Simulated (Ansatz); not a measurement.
TiSi16 (cell with a defect)

```xyz
17
Lattice="0.0000 5.4300 5.4300 5.4300 0.0000 5.4300 5.4300 5.4300 0.0000" Properties=species:S:1:pos:R:3 pbc="T T T"
Si    5.3838    5.3847    0.0437
Si    1.3552    1.3568    1.3930
Si    2.7570    2.7585    0.0444
Si    4.0712    4.0714    1.3560
Si    2.7281    5.4130    8.1288
Si    4.0345    1.3565    4.0716
Si    5.3832    2.7584    2.6697
Si    6.7848    4.1071    4.0724
Si    5.4112    2.7296    8.1285
Si    1.3553    4.0354    4.0711
Si    2.7575    5.3835    2.6692
Si    4.1055    6.7859    4.0719
Si    2.7280    2.7292    5.4450
Si    4.0690    4.0709    6.7871
Si    5.4109    5.4124    5.4457
Si    6.7849    6.7855    6.7511
Ti    6.7857    6.7863    9.5015
```

Computed without spin polarisation; PAW files of the earlier set (soft_1).

These are results of Ansatz 0.2.0, DFT PBE-D3(BJ), scalar-relativistic, plane waves, PAW, not measurements.

The density is the valence pseudo-density of a PAW calculation; it isn't the true density close to the nuclei.

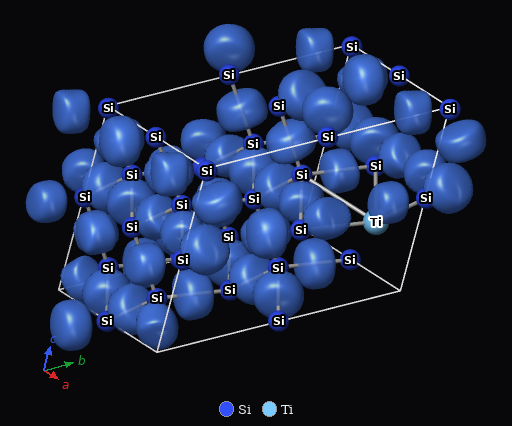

Figure 1. Isosurface of the ELF at 0.75 (blue), seen slightly off an axis. Core shells and regions of very low density are left out. Sticks mark near contacts.

Question: Identify the bonds, lone pairs and shells in this picture.

Answer: At this value the surface marks out 32 regions between bonded Si–Si atoms, counted in one cell of 17 atoms. Any copies at cell faces, edges or corners count once.


Si–Si (2.27 Å): the ELF peaks at about 0.95 between the atoms. Ti–Si (2.43 Å): the ELF peaks at about 0.60 in the valence shell of Si, 0.9 Å from its nucleus, and is about 0.35 at the midpoint.

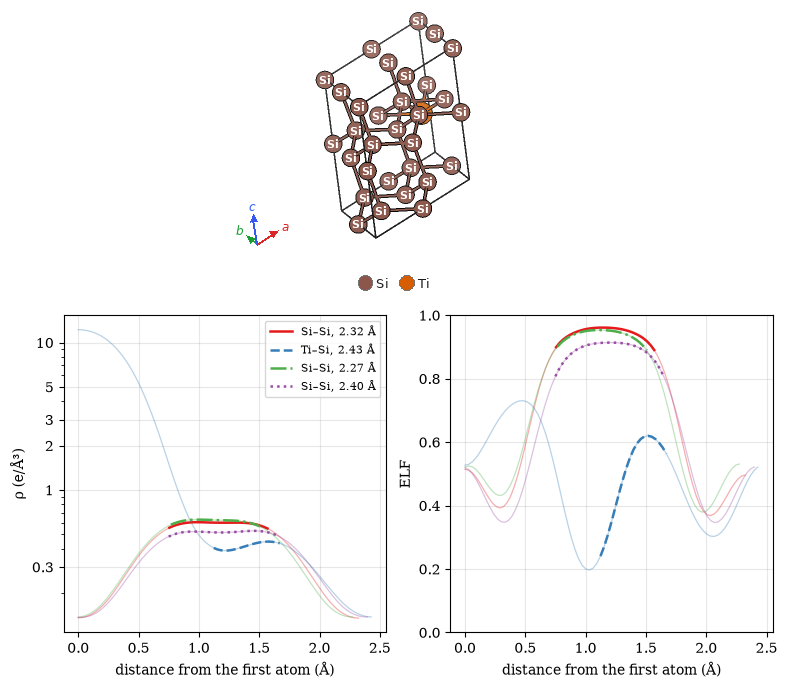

Figure 2. Valence charge density (pseudo) and electron localisation function along straight lines between neighbouring atoms. Thin, pale parts lie inside the atomic spheres. The structure is drawn too.

Question: What can be read from the curves?

Answer: Si–Si (2.32 Å): ρ is about 0.6 e/Å³ halfway; the ELF peaks at about 0.95 between the atoms.
Ti–Si (2.43 Å): ρ is about 0.39 e/Å³ halfway; the ELF peaks at about 0.60 in the valence shell of Si, 0.9 Å from its nucleus, and is about 0.35 at the midpoint.
Si–Si (2.27 Å): the density is about 0.62 e/Å³ at the midpoint; the ELF peaks at about 0.95 between the atoms.
Si–Si (2.40 Å): ρ at the midpoint is about 0.51 e/Å³; the ELF peaks at about 0.90 between the atoms.

Question: Does the calculation give a band gap?

Answer: It is metallic or semimetallic at this level of theory: no gap opens.
